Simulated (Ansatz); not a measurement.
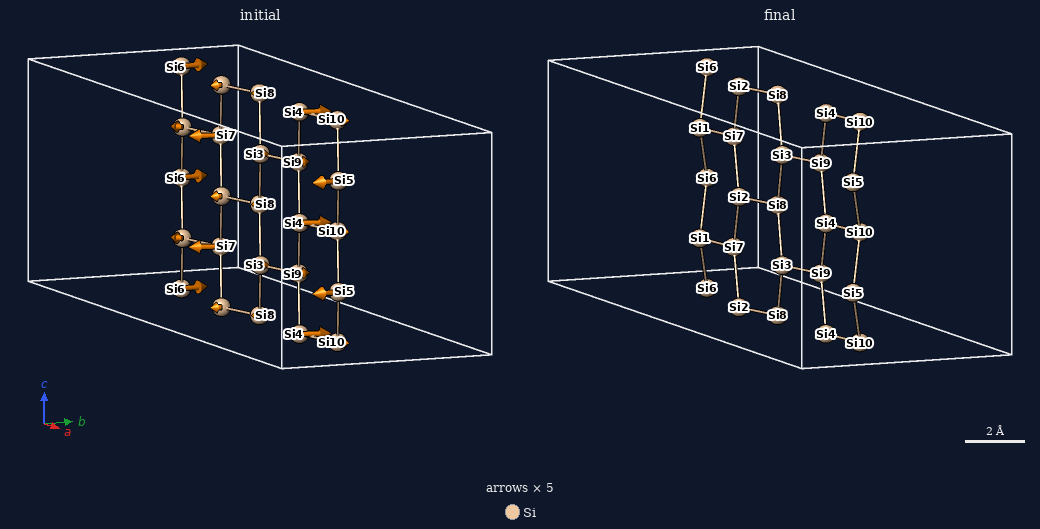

The structure of a wire of composition Si before (left) and after (right) a relaxation, at one scale. The orange arrows give the displacements (the part carried along by the change of the cell is left out), magnified 5 times.

The picture is a ball-and-stick view of the 2 repeat of the cell, with the vacuum cut short, seen slightly off an axis.

Case: zigzag ribbon, 5 formula units a period.

These are results of Ansatz 0.2.0, DFT PBE, scalar-relativistic, plane waves, PAW, not measurements.

Input file:
```yaml
crystal:
  lattice:
    - [23.5, 0.0, 0.0]
    - [0.0, 9.8, 0.0]
    - [0.0, 0.0, 3.8688113044]
  atoms:
    - { symbol: Si, position: [0.2386143433, 0.4769415615, 0.5] }
    - { symbol: Si, position: [0.3811883379, 0.4769415615, 0.0] }
    - { symbol: Si, position: [0.5237623324, 0.4769415615, 0.5] }
    - { symbol: Si, position: [0.666336327, 0.4769415615, 0.0] }
    - { symbol: Si, position: [0.8089103215, 0.4769415615, 0.5] }
    - { symbol: Si, position: [0.1910896785, 0.5230584385, 0.0] }
    - { symbol: Si, position: [0.333663673, 0.5230584385, 0.5] }
    - { symbol: Si, position: [0.4762376676, 0.5230584385, 0.0] }
    - { symbol: Si, position: [0.6188116621, 0.5230584385, 0.5] }
    - { symbol: Si, position: [0.7613856567, 0.5230584385, 0.0] }
basis:
  ecutwfc: 420
kpoints:
  mp_grid: { grid: [1, 1, 23] }
hamiltonian:
  xc: pbe
scf:
  occupations: { method: gaussian, width: 0.05 }
output:
  forces: true
  stress: true
  eigenvalues: true
  populations: true
  write_density: true
  write_potential: true
  elf: true
  volumetric_format: npy
relax:
  adjacent_minimum: "off"
  f_tol: 0.02
  max_steps: 45
  cell: { fix: [a, b, alpha, beta, gamma], stress_tol: 0.03 }
```

Launched with:
```bash
ansatz run input.yaml --threads 4 --pin off --max-ram 11264MiB --backend cpu --events-out ev --progress --plain --runs-dir out
```

Question: What changed between the two?

Answer: After 6 accepted moves (7 points after the start) the energy has fallen by 58.8 meV per cell of the calculation. Largest force component: 0.4 eV/Å at the start, 0.015 eV/Å at the end. At 1 point the geometry stayed and the basis and grid were re-selected for the new cell (energy shift of 0.2 meV per cell of the calculation at most each time). The largest moves relative to the centre of the atoms, 0.23 Å, are those of Si4 and Si7. Along the periodic axis the drawn cell goes c 7.738 → 7.690 Å (−0.6 %). Among the contacts that change: Si1–Si6 2.279 → 2.313 Å, Si2–Si7 2.279 → 2.272 Å. Bond angles that change, for instance: Si10–Si5–Si10 116.2° → 112.4°, Si1–Si7–Si2 116.2° → 119.5°, Si7–Si2–Si8 116.2° → 118.2°.
